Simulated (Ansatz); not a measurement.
Input file:

```
crystal:
  lattice:
    - [8.3024665753, -2.8760587872, 0.0]
    - [-6.6419732602, -5.7521175747, 0.0]
    - [0.0, 0.0, -15.0438319106]
  atoms:
    - { symbol: W, position: [0.3333333333, 0.6666666667, 0.25] }
    - { symbol: W, position: [0.619047619, 0.5238095238, 0.25] }
    - { symbol: W, position: [0.1904761905, 0.2380952381, 0.25] }
    - { symbol: W, position: [0.9047619048, 0.380952381, 0.25] }
    - { symbol: W, position: [0.4761904762, 0.0952380952, 0.25] }
    - { symbol: W, position: [0.0476190476, 0.8095238095, 0.25] }
    - { symbol: W, position: [0.7619047619, 0.9523809524, 0.25] }
    - { symbol: W, position: [0.0952380952, 0.619047619, 0.75] }
    - { symbol: W, position: [0.380952381, 0.4761904762, 0.75] }
    - { symbol: W, position: [0.9523809524, 0.1904761905, 0.75] }
    - { symbol: W, position: [0.6666666667, 0.3333333333, 0.75] }
    - { symbol: W, position: [0.2380952381, 0.0476190476, 0.75] }
    - { symbol: W, position: [0.8095238095, 0.7619047619, 0.75] }
    - { symbol: W, position: [0.5238095238, 0.9047619048, 0.75] }
    - { symbol: Se, position: [0.380952381, 0.4761904762, 0.1384569501] }
    - { symbol: Se, position: [0.9523809524, 0.1904761905, 0.1384569501] }
    - { symbol: Se, position: [0.6666666667, 0.3333333333, 0.1384569501] }
    - { symbol: Se, position: [0.2380952381, 0.0476190476, 0.1384569501] }
    - { symbol: Se, position: [0.8095238095, 0.7619047619, 0.1384569501] }
    - { symbol: Se, position: [0.5238095238, 0.9047619048, 0.1384569501] }
    - { symbol: Se, position: [0.3333333333, 0.6666666667, 0.6384569501] }
    - { symbol: Se, position: [0.619047619, 0.5238095238, 0.6384569501] }
    - { symbol: Se, position: [0.1904761905, 0.2380952381, 0.6384569501] }
    - { symbol: Se, position: [0.9047619048, 0.380952381, 0.6384569501] }
    - { symbol: Se, position: [0.4761904762, 0.0952380952, 0.6384569501] }
    - { symbol: Se, position: [0.0476190476, 0.8095238095, 0.6384569501] }
    - { symbol: Se, position: [0.7619047619, 0.9523809524, 0.6384569501] }
    - { symbol: Se, position: [0.0952380952, 0.619047619, 0.3615430499] }
    - { symbol: Se, position: [0.380952381, 0.4761904762, 0.3615430499] }
    - { symbol: Se, position: [0.9523809524, 0.1904761905, 0.3615430499] }
    - { symbol: Se, position: [0.6666666667, 0.3333333333, 0.3615430499] }
    - { symbol: Se, position: [0.2380952381, 0.0476190476, 0.3615430499] }
    - { symbol: Se, position: [0.8095238095, 0.7619047619, 0.3615430499] }
    - { symbol: Se, position: [0.5238095238, 0.9047619048, 0.3615430499] }
    - { symbol: Se, position: [0.3333333333, 0.6666666667, 0.8615430499] }
    - { symbol: Se, position: [0.619047619, 0.5238095238, 0.8615430499] }
    - { symbol: Se, position: [0.1904761905, 0.2380952381, 0.8615430499] }
    - { symbol: Se, position: [0.9047619048, 0.380952381, 0.8615430499] }
    - { symbol: Se, position: [0.4761904762, 0.0952380952, 0.8615430499] }
    - { symbol: Se, position: [0.0476190476, 0.8095238095, 0.8615430499] }
    - { symbol: Se, position: [0.7619047619, 0.9523809524, 0.8615430499] }
  host:
    lattice:
      - [3.3209866301, 0.0, 0.0]
      - [-1.6604933151, 2.8760587873, 0.0]
      - [0.0, 0.0, 15.0438319106]
    atoms:
      - { symbol: W, position: [0.6666666667, 0.3333333333, 0.75] }
      - { symbol: W, position: [0.3333333333, 0.6666666667, 0.25] }
      - { symbol: Se, position: [0.3333333333, 0.6666666667, 0.8615430499] }
      - { symbol: Se, position: [0.6666666667, 0.3333333333, 0.3615430499] }
      - { symbol: Se, position: [0.3333333333, 0.6666666667, 0.6384569501] }
      - { symbol: Se, position: [0.6666666667, 0.3333333333, 0.1384569501] }
basis:
  ecutwfc: 420
  xc_grid: 2
kpoints:
  mp_grid: { grid: [2, 2, 2], shift: [0.0, 0.0, 0.0] }
hamiltonian:
  xc: pbe
scf:
  occupations: { method: gaussian, width: 0.01 }
output:
  forces: true
  stress: false
  eigenvalues: true
  charged_corrections:
    defect_position: [0.0952381, 0.61904762, 0.13845695]
    epsilon: [[13.4581, 0.0, 0.0], [0.0, 13.4581, 0.0], [0.0, 0.0, 4.0466]]
  write_density: true
  write_potential: true
  elf: true
  volumetric_format: npy
relax:
  adjacent_minimum: "off"
  f_tol: 0.025
  max_steps: 45
```

Command:

```sh
ansatz run input.yaml --threads 4 --pin off --max-ram 10240MiB --backend cpu --events-out ev --progress --plain --runs-dir out
```

The fields are those of the run's last geometry, not of the input's.

Computed with DFT PBE, scalar-relativistic, plane waves, PAW (Ansatz).

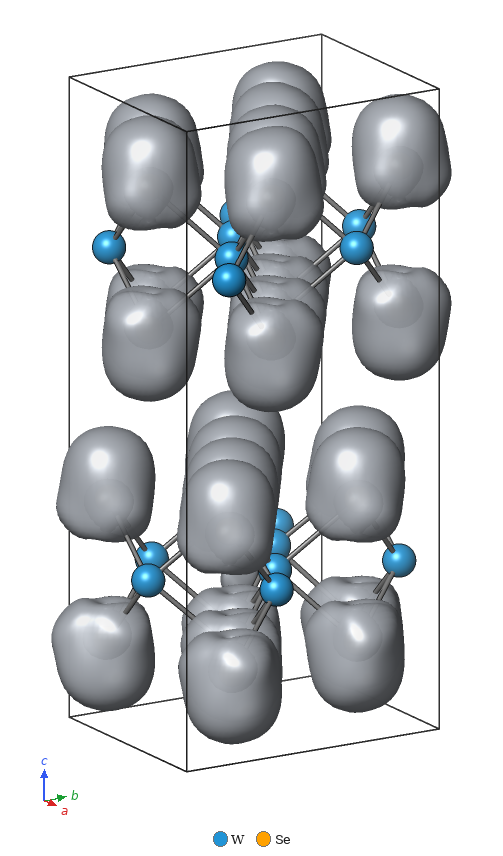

W$_{14}$Se$_{27}$ (cell with a defect). Isosurface of the ELF at 0.65 (grey), seen slightly off an axis. Core shells and regions of very low density are left out. Sticks mark near contacts.

Describe the localisation domains.

Answer. At this value the surface marks out 27 regions wrapped around Se (the valence shell of each) and one pocket between the atoms, centred on no nucleus (multi-centre or interstitial), counted in one cell of 41 atoms. Regions shared between cells count once. Along the contacts the grid gives the following. W–Se (2.52 Å): the ELF is about 0.50 at the midpoint. W–Se (2.56 Å): the ELF is about 0.55 at the midpoint.

Metal or insulator at this level of theory?

Answer. It is gapped, with a Kohn–Sham gap of 1.1 eV on the k-point mesh (the band edges may lie off the mesh, which would make the gap smaller).
